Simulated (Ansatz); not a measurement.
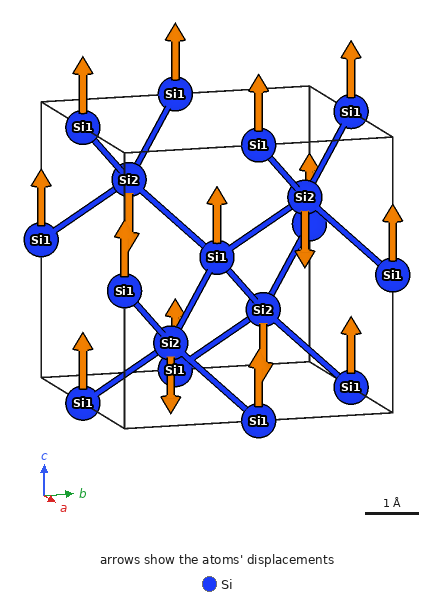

The lowest optical mode of crystalline Si relaxed at 7 GPa, space group Fd-3m (No. 227), at the zone centre. Displacements are drawn as orange arrows; their common scale and sign are arbitrary. The picture is a ball-and-stick view of the conventional cell (4 times the calculation's cell), seen slightly off an axis. Lengths and directions refer to the drawn axes.

Computed with DFT PBE, scalar-relativistic, plane waves, PAW in Ansatz 0.2.0. Settings: plane-wave cutoff 420 eV; k-point mesh 12 × 12 × 12; occupations fixed; target pressure 7 GPa; no spin polarisation.

Frequencies are those without the non-analytic (LO–TO) term.

Question: Is the structure stable against all modes at this point?

Answer: Yes: this softest mode has a real frequency, and so have all others here. That speaks for this wave vector alone: the rest of the zone wasn't checked in this run. This is the T₂g mode (triply degenerate; one member of the set is drawn) at 537 cm⁻¹, the only optical level, Raman-active by symmetry. All motion is along c; atoms of one kind move against one another, with no net shift of their sublattice.
